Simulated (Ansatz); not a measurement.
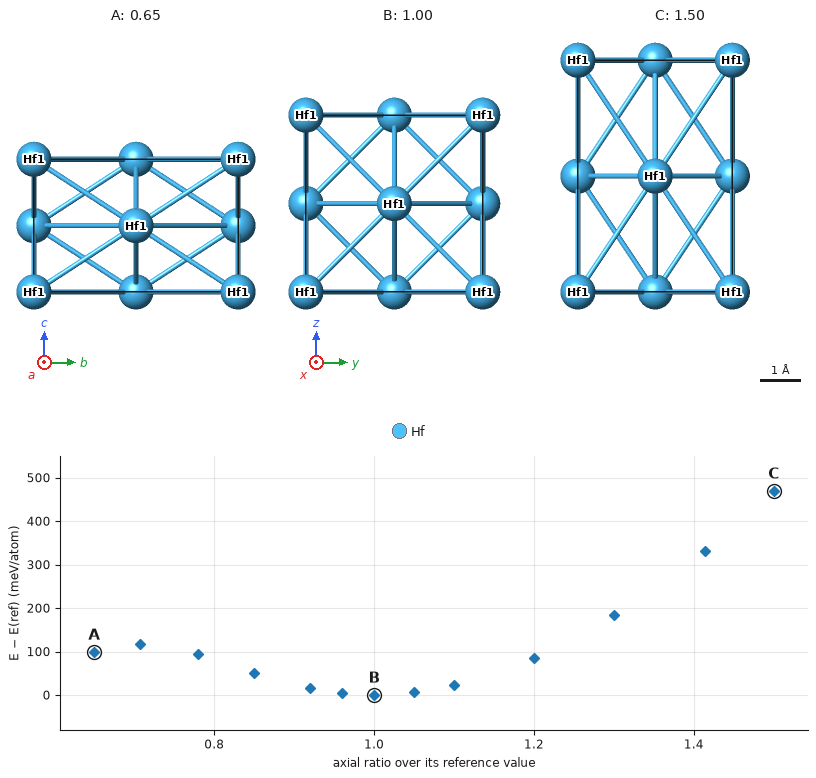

Energy scan for crystalline Hf (Fm-3m), in which the ratio of the cell's length along z to its lengths across, counted as 1 for the reference, is changed at fixed volume (a tetragonal or Bain path), with the atoms kept at their fractional coordinates. x, y and z are the Cartesian axes of the input. The lettered frames are marked on the plot. A ball-and-stick model of the conventional cell (4 times the calculation's cell), seen along the a axis. Lengths and directions refer to the drawn axes.

Level of theory: DFT r2SCAN, scalar-relativistic, plane waves, PAW (Ansatz). (plane-wave cutoff 500 eV; k-point mesh 20 × 20 × 20; occupations gaussian; smearing width 0.15 eV; no spin polarisation). Energies (free energies at the smearing named) are counted from the cell as listed in its source, which wasn't relaxed.

Question: What does the scan show?

Answer: The lowest computed point lies at the relative ratio 1.00 (0 meV/atom). A local maximum lies at 0.707 (118 meV/atom). The end points stand at 99 meV/atom (0.65) and 470 meV/atom (1.50). The unrelaxed reference is under a pressure of 2.7 GPa. The distortion takes the space group from Fm-3m to I4/mmm, except for Im-3m at 0.707. At the relative ratio 1.50 the cell of the drawing goes a 4.440 → 3.879 Å, b 4.440 → 3.879 Å, c 4.440 → 5.818 Å.

The computed points:

```tsv
axial ratio over its reference value	E − E(ref) (meV/atom)
0.650	99
0.707	118
0.780	96
0.850	52
0.920	16
0.960	4
1.000	0
1.050	6
1.100	23
1.200	86
1.300	185
1.414	331
1.500	470
```
